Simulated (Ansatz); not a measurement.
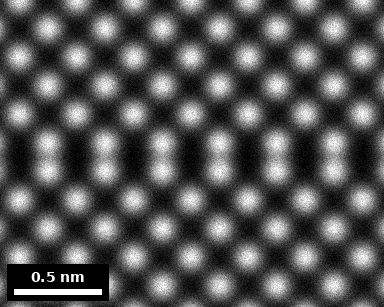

Z-contrast image of Hf (Fd-3m, No. 227) along [001]. The image is simulated as a sum over atoms of Z^1.7, blurred by a 1.30 Å probe (no channelling). The probe carries 25 % of its weight in a tail 2.5 times as wide. Shot noise was added.

One planar defect was built into the perfect crystal by geometry alone, without relaxation. Host structure: the input geometry of an electronic-structure calculation (not necessarily at equilibrium); the starting structure was generated, so it need not be a known form of this composition.

> Where does the periodic pattern break, and how?

A planar fault (a stacking fault) runs horizontally about 9 Å below the top edge. The part above it is shifted along the boundary by 1/2 of the 3.28 Å repeat of the rows (1.6 Å to the right, the same as to the left); both parts keep the same orientation.
